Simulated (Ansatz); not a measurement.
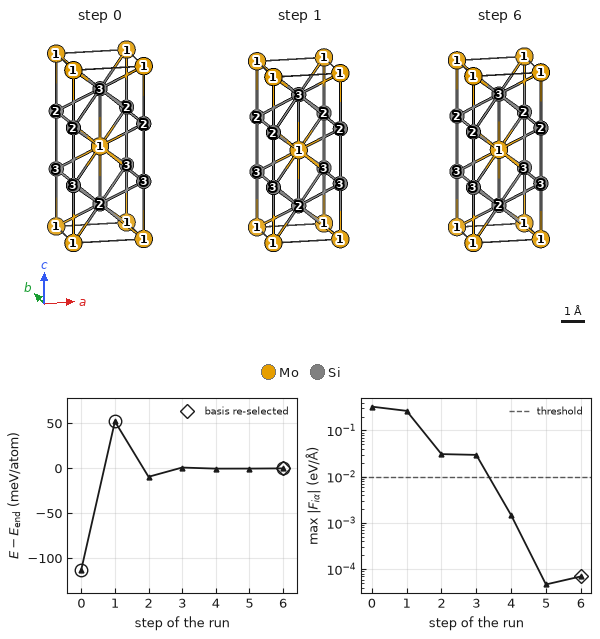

Frames of a relaxation of a crystal of Si2Mo (set up in I4/mmm), marked on the history of the run. The picture is a ball-and-stick view of the conventional cell (2 times the calculation's cell), seen slightly off an axis. Lengths and directions refer to the drawn axes.

The run lets cell and atoms move.

Method: Kohn-Sham DFT of a periodic cell, PBEsol, Ansatz PAW (Ansatz 0.2.0).

Input
```yaml
crystal:
  lattice:
    - [-1.6, 1.6, 3.9305]
    - [1.6, -1.6, 3.9305]
    - [1.6, 1.6, -3.9305]
  atoms:
    - { symbol: Mo, position: [0.0, 0.0, 0.0] }
    - { symbol: Si, position: [0.667, 0.667, 0.0] }
    - { symbol: Si, position: [0.333, 0.333, 0.0] }
hamiltonian:
  xc: pbesol
  pseudopotentials: { kind: paw }
kpoints:
  mp_grid: { grid: [12, 12, 12] }
scf:
  occupations: { method: fermi_dirac, width: 0.05 }
output:
  forces: true
  stress: true
  eigenvalues: true
  write_density: true
  write_potential: true
  elf: true
  volumetric_format: npy
relax:
  f_tol: 0.01
  max_steps: 40
  cell: { stress_tol: 0.05, p_target: 30.0 }
```

Launched with:
```bash
ansatz run input.yaml --threads 2 --pin off --max-ram 5632MiB --backend cpu --events-out ev --progress --plain --runs-dir out
```

> Describe the path.

After 5 accepted moves (6 points after the start) the energy has risen by 113 meV per atom. With the target pressure of 30 GPa, the enthalpy E + pV changes by −171 meV per atom. The largest force component goes from 0.33 to under 0.0001 eV/Å. The pressure goes from −2.74 to 29.98 GPa. At 1 point the geometry stayed and the basis and grid were re-selected for the new cell (energy shift of 0.2 meV per atom at most each time). The largest moves relative to the cell, 0.005 Å, are those of Si2 and Si3. Si3 goes along +c. Mo stays in place. The volume changes by −11.3 %, with a = b 3.200 → 3.069 Å (−4.1 %), c 7.861 → 7.584 Å (−3.5 %). Among the contacts that change: Mo1–Mo1 3.200 → 3.069 Å, Mo1–Si2 2.616 → 2.510 Å, Si2–Si3 2.626 → 2.524 Å, Si2–Si3 (another image) 2.612 → 2.513 Å. The space group stays I4/mmm (No. 139). From step 0 to 1: volume −13.1 %, energy +165 meV per atom. From step 1 to 6: volume +2.1 %, energy −52.2 meV per atom.
